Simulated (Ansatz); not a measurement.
**Run report: SnS₂, band-structure calculation**

System: SnS₂ (P-3m1, 3 atoms in the cell).
Method: DFT, r2SCAN, plane waves, PAW, no spin polarisation (Ansatz 0.2.0).

The structure was built on a prototype by a generator. The geometry comes from this level: r2scan-rvv10 (a point of a series of strains). It belongs to a series of runs on one base structure; here: hydrostatic strain -2.0%. Figures and captions count atoms from 1; the log counts them from 0 in places.

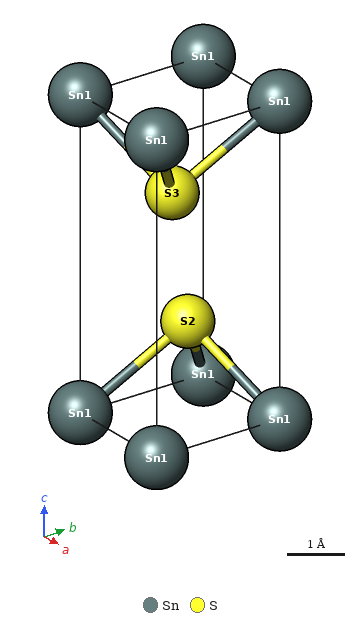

The structure (ball-and-stick view of the cell of the calculation, seen slightly off an axis; atoms are numbered from 1 in the order of the input). An atom can appear more than once, as a periodic image.

Key numbers

| quantity | value |
| --- | --- |
| outcome | converged |
| space group (tolerance 0.01 Å) | P-3m1 (164) |
| electrons treated | 26 |
| free energy | −7851.6700 eV |
| Fermi energy | 6.823 eV |
| gap on the k-point mesh | 1.84 eV |
| pressure | 4.17 GPa |
| largest force (length of the vector) | 0.044 eV/Å |
| hardware | 2 threads of AMD EPYC (Zen 3), 264 GiB of memory available, shared host |
| wall time | 4.2 s (CPU time 8.2 s) |
| peak memory | 0.67 GiB |

Input file
```yaml
crystal:
  lattice:
    - [3.5875397104, 0.0, 0.0]
    - [-1.7937698552, 3.1069005263, 0.0]
    - [0.0, 0.0, 5.8425452398]
  atoms:
    - { symbol: Sn, position: [0.0, 0.0, 0.0] }
    - { symbol: S, position: [0.3333333333, 0.6666666667, 0.254001542] }
    - { symbol: S, position: [0.6666666667, 0.3333333333, 0.745998458] }
kpoints:
  mp_grid: { grid: [12, 12, 4] }
  band_path:
    path:
      - [0.0, 0.0, 0.0]
      - [0.5, 0.0, 0.0]
      - [0.3333333333, 0.3333333333, 0.0]
      - [0.0, 0.0, 0.5]
      - [0.5, 0.0, 0.5]
      - [0.3333333333, 0.3333333333, 0.5]
      - [0.0, -0.5, 0.25]
      - [-0.083333, 0.161458, 0.0]
      - [0.0, 0.458333, 0.333333]
    npoints: 1
hamiltonian:
  xc: r2scan
scf:
  occupations: { method: fixed }
  n_extra_bands: 4
output:
  forces: true
  stress: true
  eigenvalues: true
  write_density: true
  write_potential: true
  elf: true
  volumetric_format: npy
```

Run as:
```bash
ansatz run input.yaml --threads 2 --pin off --max-ram 18432MiB --backend cpu --events-out ev --progress --plain --runs-dir out
```

The program's output
```
scf.n_extra_bands = 4 over 13 filled bands (N_el = 26.0): the run solves 17 bands
Engine: ansatz 0.2.0, x86_64-unknown-linux-gnu
Pseudopotentials: kind: paw
Pseudopotential: Sn, paw, valence charge 14, recommended cutoff 500 eV (meta_gga), Sn.paw.azcp
Pseudopotential: S, paw, valence charge 6, recommended cutoff 500 eV (meta_gga), S.paw.azcp
Functional definition: r2SCAN
  parameter k0 = 0.174
  parameter k1 = 0.065
  parameter a1 = 4.9479
  exchange = r2scan_x(k0 = k0, k1 = k1, a1 = a1)
  correlation = r2scan_c
Crystal: 3 atoms, lattice volume = 65.122 Å³
Basis set: ecut = 500 eV, 1677 PW (Γ), exchange–correlation on 108×108×180 points (64 copies of the dense FFT grid, shifted against one another)
Bands: 17, of which v1, the nominal top of the filled ones, is band 13 counted from 1 (12 counted from 0)
Symmetry: 12 space group operations
Space group: P-3m1 (ITA 164), of the structure as read, at distance tolerance 4.0e-5 Å
k-points: 69 of 576
Non-local potential: Sn, projectors of the file, l = 0: 2, l = 1: 2, l = 2: 2, l = 3: 2
Non-local potential: S, projectors of the file, l = 0: 2, l = 1: 2, l = 2: 2
PAW form: soft (Blöchl's): semilocal exchange-correlation on the pseudo side does not see the compensation charge
PAW frozen core: Sn, regenerated for the run's functional (the file was generated under x = pbe(κ = 0.804, μ = 0.2195149727645171), c = pbe(β = 0.06672455060314922))
PAW frozen core: S, regenerated for the run's functional (the file was generated under x = pbe(κ = 0.804, μ = 0.2195149727645171), c = pbe(β = 0.06672455060314922))
PAW one-centre angular grid: Sn, 590 points (default); XC on 249 of its mesh's 2787 points in the sphere
PAW one-centre angular grid: S, 302 points (default); XC on 160 Gauss nodes
Initial density: superposition of atomic densities (neutral atoms: chi_scale 0, normalization atom), corrected by the library's trained network
Initial wavefunctions: pseudopotential atomic-orbital guess
Functional: x = r2scan, c = r2scan; τ floored in thin density (d = 2e-4 eV/Å³)
SCF iter   1: F=—  HF=-7851.637436 eV  |F-HF|=—  |Δ(HF+E_count)|=         —  Δρ=6.30e-3  dr2=1.54e-2  dr2_τ=1.95e-2  ethr=1.77e-3  ⟨swp⟩=4.9  Hψ=5534  notcnv=0  defer=127
preconditioner: auto → Resta (q_TF=auto, 2.341 Å⁻¹)  ε∞=2.9  [insulator: Δε(μ)=1.833 eV  Ē_g=17.060 eV  n_scr=22 (ndim 8)  ℏωp=23.5 eV  f_vac=0.016  ε∞_Penn≈2.9]
SCF iter   2: F=—  HF=-7851.670317 eV  |F-HF|=—  |Δ(HF+E_count)|=   3.29e-2  Δρ=3.54e-3  dr2=5.25e-3  dr2_τ=6.62e-5  ethr=5.90e-5  ⟨swp⟩=2.1  Hψ=2434  notcnv=0  defer=134
SCF iter   3: F=—  HF=-7851.670020 eV  |F-HF|=—  |Δ(HF+E_count)|=   2.97e-4  Δρ=5.37e-4  dr2=2.08e-4  dr2_τ=1.88e-5  ethr=2.02e-5  ⟨swp⟩=2.7  Hψ=1787  notcnv=0  defer=135
SCF iter   4: F=—  HF=-7851.669948 eV  |F-HF|=—  |Δ(HF+E_count)|=   7.13e-5  Δρ=1.24e-4  dr2=6.51e-6  dr2_τ=1.01e-6  ethr=8.00e-7  ⟨swp⟩=2.0  Hψ=2204  notcnv=0  defer=135
SCF iter   5: F=—  HF=-7851.669953 eV  |F-HF|=—  |Δ(HF+E_count)|=   4.94e-6  Δρ=3.97e-5  dr2=7.88e-7  dr2_τ=2.21e-8  ethr=2.50e-8  ⟨swp⟩=2.9  Hψ=2040  notcnv=0  defer=5
SCF iter   6: F=-7851.669954 eV  HF=-7851.669954 eV  |F-HF|=2.13e-8  |Δ(HF+E_count)|=   6.59e-7  Δρ=7.97e-6  dr2=6.21e-8  dr2_τ=2.37e-9  ethr=3.85e-10  ⟨swp⟩=11.9  Hψ=10146  notcnv=0
SCF 1 converged in 6 iterations: F = -7851.669954 eV  dr2 = 6.21e-8
  greatest PAW one-centre occupation: 0.993 electrons in one spin orbital (limit 2), on the Sn atom at site 0 (counted from 0), in its partial waves of l = 2
```

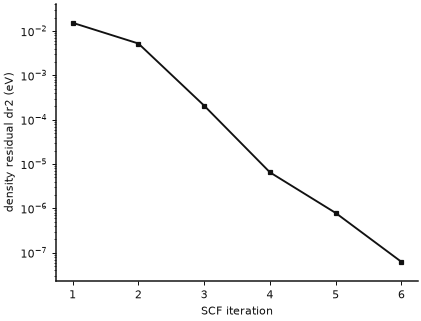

Convergence of the self-consistent field: density residual dr2 against the SCF iteration. The residual falls at every step.

```
NSCF: frozen V_eff on 9 k-points
SCF converged after 6 iterations
Free energy (F): -7851.669954 eV
Harris-Foulkes:  -7851.669954 eV  (|F-HF|=2.13e-8)
Internal energy: -7851.669954 eV  (E = F + TS)
E sigma→0 (E₀):  -7851.669954 eV
Fermi energy:    6.823415 eV
--- Per-component energies (eV) ---
  E_band       = -122.054115
  E_kinetic    = 401.890830
  E_local      = -1539.512838  (includes V_loc(G=0)·N_el)
  E_nonlocal   = 26.413104
  E_hartree    = 825.313593
  E_xc         = -556.521160
  E_vxc        = -291.310797  (∫ρ·V_xc dr)
  E_paw        = -5385.636051  (= ΣΔE_a)
  E_vpaw       = -385.250368  (= ΣTr[D̂ρ^β])
  E_aug_tail   = 0.000002  (compensation charges beyond the density's cutoff)
  E_vtau       = 15.082769  (kinetic-family band-sum trace: ∫τ·v_τ [+ j·A + Jᵃ·Aᵃ] dr)
  E_ewald      = -1624.133220
  E_core_change = 0.515786  (= ΣΔE_core)
  E_smearing   = -0.000000  (= −TS)
  E_closure    = 0.000000  (closes the sum)
  Σ components = -7851.669954   (vs F -7851.669954, Δ=0.00e0)
--- Forces (eV/Å), atoms counted from 1 ---
  atom   1  Sn     0.00000000    -0.00000000     0.00000000
  atom   2  S     -0.00000000     0.00000000    -0.04368713
  atom   3  S     -0.00000000    -0.00000000     0.04368713
  max |Σ_I F_I| component: 3.70e-17 eV/Å
--- Stress (GPa, compression-positive) ---
        5.123745       0.000000      -0.000000
       -0.000000       5.123745       0.000000
       -0.000000       0.000000       2.272813
  P = ⅓ Tr σ = 4.1734 GPa (41.734 kbar)
--- Band table (eV; the first three rows and the last of 69) ---
  k-point 0: bands = ["-14.8421", "-14.8421", "-14.7757", "-14.7484", "-14.7484", "-7.7875", "-5.5951", "0.8783", "6.2444", "6.2444", "6.5259", "6.5259", "6.7863", "9.5246", "11.1741", "12.8968", "12.8968"]
  k-point 1: bands = ["-14.8421", "-14.8421", "-14.7756", "-14.7484", "-14.7484", "-7.6952", "-5.8068", "1.4291", "5.7151", "6.1819", "6.1819", "6.6154", "6.6154", "10.2244", "11.2325", "12.7438", "12.7438"]
  k-point 2: bands = ["-14.8421", "-14.8421", "-14.7755", "-14.7484", "-14.7484", "-7.5840", "-6.0282", "2.2119", "4.6083", "6.1388", "6.1388", "6.6862", "6.6862", "10.7241", "11.2883", "12.6015", "12.6015"]
  k-point 68: bands = ["-14.8712", "-14.8712", "-14.7531", "-14.7531", "-14.7133", "-5.0340", "-5.0340", "-0.4271", "2.5047", "2.5047", "2.9759", "6.4270", "6.4270", "10.3469", "12.5759", "12.5759", "14.4342"]
```

File bands.tsv
```
# k_distance	band_0	band_1	band_2	band_3	band_4	band_5	band_6	band_7	band_8	band_9	band_10	band_11	band_12	band_13	band_14	band_15	band_16
# fermi_ev = 6.823415
# lock_threshold_ev = 1e-6
# [0, 0, 0] at k_distance = 0.000000
# [0.5, 0, 0] at k_distance = 1.011166
# [0.3333333333, 0.3333333333, 0] at k_distance = 1.594963
# [0, 0, 0.5] at k_distance = 2.880423
# [0.5, 0, 0.5] at k_distance = 3.891589
# [0.3333333333, 0.3333333333, 0.5] at k_distance = 4.475386
# [0, -0.5, 0.25] at k_distance = 6.597397
# [-0.083333, 0.161458, 0] at k_distance = 7.887613
# [0, 0.458333, 0.333333] at k_distance = 8.674086
# levels_relative_to = fermi_ev
# free_energy_ev = -7851.669954
# largest_residual_norms_ev = 1.792e-4 1.039e-3 8.659e-4 1.118e-3 1.123e-3 1.811e-3 1.865e-3 2.712e-3 5.874e-4 1.331e-3 2.067e-3 8.718e-4 1.763e-3 1.434e-3 1.015e-3 1.590e-3 1.314e-3
0.000000	-21.665562	-21.665562	-21.599151	-21.571784	-21.571784	-14.610963	-12.418564	-5.945096	-0.579017	-0.579017	-0.297536	-0.297536	-0.037162	2.701147	4.350690	6.073407	6.073407
1.011166	-21.767075	-21.620533	-21.619439	-21.536805	-21.531217	-12.522169	-11.757104	-7.016745	-4.636330	-2.989707	-2.624544	-1.171226	-0.267177	2.137513	5.029439	6.269339	6.615060
1.594963	-21.694321	-21.694321	-21.576429	-21.576429	-21.536943	-11.880361	-11.880361	-7.350557	-3.718277	-3.718277	-3.427990	-1.588477	-1.588477	2.300500	7.533210	7.533210	8.570596
2.880423	-21.665559	-21.665559	-21.598894	-21.571816	-21.571816	-14.407393	-12.851573	-4.611523	-2.215128	-0.684656	-0.684656	-0.137183	-0.137183	3.900668	4.464843	5.778110	5.778110
3.891589	-21.767515	-21.620700	-21.619514	-21.536812	-21.530967	-12.402396	-11.844044	-7.219974	-5.148937	-2.433939	-1.913204	-0.808418	-0.669382	1.857832	5.114574	5.903475	6.756655
4.475386	-21.694598	-21.694598	-21.576468	-21.576468	-21.536722	-11.857366	-11.857366	-7.250530	-4.318738	-4.318738	-3.847537	-0.396369	-0.396369	3.523484	5.752467	5.752467	7.610738
6.597397	-21.767295	-21.620617	-21.619476	-21.536809	-21.531092	-12.467047	-11.795613	-7.125194	-4.913222	-2.538823	-2.536694	-0.814197	-0.464443	1.844997	5.072267	6.650479	6.932858
7.887613	-21.679829	-21.652954	-21.588648	-21.581884	-21.571115	-14.372829	-12.244011	-5.847068	-2.010017	-1.712935	-0.535601	-0.395079	0.000118	3.514195	5.310244	5.682324	6.523421
8.674086	-21.765518	-21.620010	-21.619598	-21.538114	-21.532189	-12.514254	-11.805642	-7.145954	-4.922002	-2.461342	-2.202190	-0.858200	-0.565435	1.753412	5.196915	6.509445	6.854788
```

File rho_z.tsv
```
# z_ang	rho[e/angstrom^3]
# format = ansatz-planar-average/11
# lattice	3.587539710	0.000000000	0.000000000
# lattice	-1.793769855	3.106900526	0.000000000
# lattice	0.000000000	0.000000000	5.842545240
# sites	3
# site	50	0.000000000	0.000000000	0.000000000
# site	16	0.000000000	2.071267018	1.484015500
# site	16	1.793769855	1.035633509	4.358529740
0.000000	1.200801e0
0.129834	1.129356e0
0.259669	9.492143e-1
0.389503	7.374755e-1
0.519337	5.634576e-1
0.649172	4.573464e-1
0.779006	4.123538e-1
0.908840	4.033225e-1
1.038675	4.040256e-1
1.168509	3.980019e-1
1.298343	3.823501e-1
1.428178	3.636778e-1
1.558012	3.488517e-1
1.687846	3.373073e-1
1.817681	3.209215e-1
1.947515	2.912170e-1
2.077349	2.469927e-1
2.207184	1.953240e-1
2.337018	1.460988e-1
2.466852	1.062051e-1
2.596687	7.777493e-2
2.726521	5.999212e-2
2.856355	5.150451e-2
2.986190	5.150451e-2
3.116024	5.999212e-2
3.245858	7.777493e-2
3.375693	1.062051e-1
3.505527	1.460988e-1
3.635361	1.953240e-1
3.765196	2.469927e-1
3.895030	2.912170e-1
4.024864	3.209215e-1
4.154699	3.373073e-1
4.284533	3.488517e-1
4.414368	3.636778e-1
4.544202	3.823501e-1
4.674036	3.980019e-1
4.803871	4.040256e-1
4.933705	4.033225e-1
5.063539	4.123538e-1
5.193374	4.573464e-1
5.323208	5.634576e-1
5.453042	7.374755e-1
5.582877	9.492143e-1
5.712711	1.129356e0
```

File v_z.tsv
```
# z_ang	v_es[eV]	v_tot[eV]
# format = ansatz-planar-average/11
# xc	r2scan
# density_cutoff_ev	2000
# datasets	Sn=:simpson_from_first_knot:soft:shift=0	S=:simpson_from_first_knot:soft:shift=0
# lattice	3.587539710	0.000000000	0.000000000
# lattice	-1.793769855	3.106900526	0.000000000
# lattice	0.000000000	0.000000000	5.842545240
# sites	3
# site	50	0.000000000	0.000000000	0.000000000
# site	16	0.000000000	2.071267018	1.484015500
# site	16	1.793769855	1.035633509	4.358529740
0.000000	5.703911e0	-8.316102e0
0.129834	5.398141e0	-8.538621e0
0.259669	4.609496e0	-9.040663e0
0.389503	3.646003e0	-9.512792e0
0.519337	2.855831e0	-9.752505e0
0.649172	2.373400e0	-9.845138e0
0.779006	2.083177e0	-9.923726e0
0.908840	1.876137e0	-1.011885e1
1.038675	1.734971e0	-1.028554e1
1.168509	1.680706e0	-1.029288e1
1.298343	1.785394e0	-1.019164e1
1.428178	2.061162e0	-9.779911e0
1.558012	2.484763e0	-9.066261e0
1.687846	3.109313e0	-7.992009e0
1.817681	4.065027e0	-6.483571e0
1.947515	5.500043e0	-4.468917e0
2.077349	7.355873e0	-1.925015e0
2.207184	9.248142e0	7.172078e-1
2.337018	1.073881e1	2.964699e0
2.466852	1.169583e1	4.636502e0
2.596687	1.228037e1	5.868652e0
2.726521	1.262549e1	6.775914e0
2.856355	1.278453e1	7.387022e0
2.986190	1.278453e1	7.387022e0
3.116024	1.262549e1	6.775914e0
3.245858	1.228037e1	5.868652e0
3.375693	1.169583e1	4.636502e0
3.505527	1.073881e1	2.964699e0
3.635361	9.248142e0	7.172078e-1
3.765196	7.355873e0	-1.925015e0
3.895030	5.500043e0	-4.468917e0
4.024864	4.065027e0	-6.483571e0
4.154699	3.109313e0	-7.992009e0
4.284533	2.484763e0	-9.066261e0
4.414368	2.061162e0	-9.779911e0
4.544202	1.785394e0	-1.019164e1
4.674036	1.680706e0	-1.029288e1
4.803871	1.734971e0	-1.028554e1
4.933705	1.876137e0	-1.011885e1
5.063539	2.083177e0	-9.923726e0
5.193374	2.373400e0	-9.845138e0
5.323208	2.855831e0	-9.752505e0
5.453042	3.646003e0	-9.512792e0
5.582877	4.609496e0	-9.040663e0
5.712711	5.398141e0	-8.538621e0
```

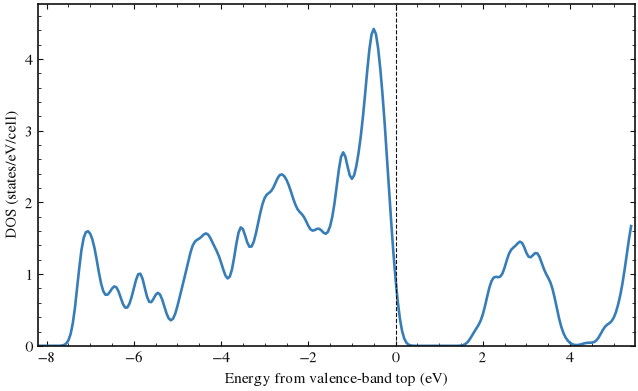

Density of states (the curve is built from the levels of the k mesh with Gaussians 0.3 eV wide, which also blur the band edges), with energies from the valence-band top. There is a gap of 1.84 eV on the k-point mesh. Small ripples come from the finite k-point mesh.

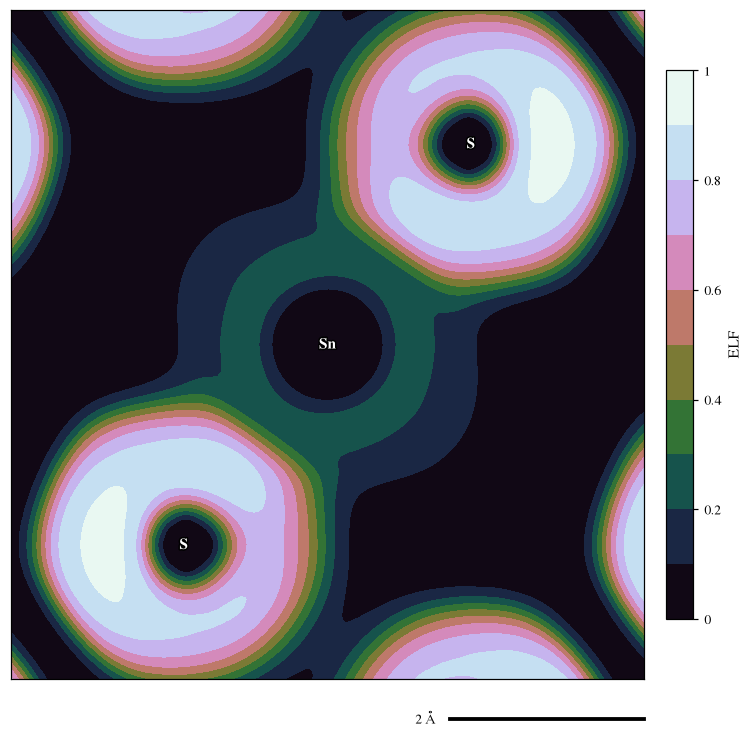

Electron localisation function on the (110) plane of the conventional cell. Sn–S (2.55 Å): the ELF is about 0.55 at the midpoint. Core electrons are frozen (PAW), so the fields are smoothed inside the atomic spheres.

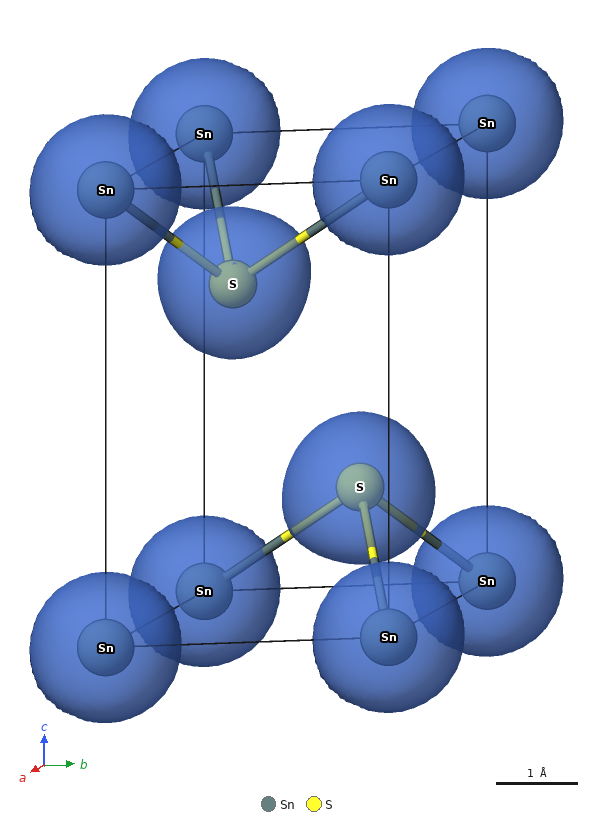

Isosurface of the valence charge density (pseudo) at 0.6 e/Å³ (blue), seen slightly off an axis. Sticks mark near contacts. The outline is the cell set on symmetry axes. At this value the density breaks into separate islands; it holds about 65 % of the electrons treated as valence (semicore included). It is pinched off along the Sn–S (2.55 Å) contacts. On the grid the lowest density along these lines, outside the cores, is 0.46 e/Å³ (Sn–S, 2.55 Å).
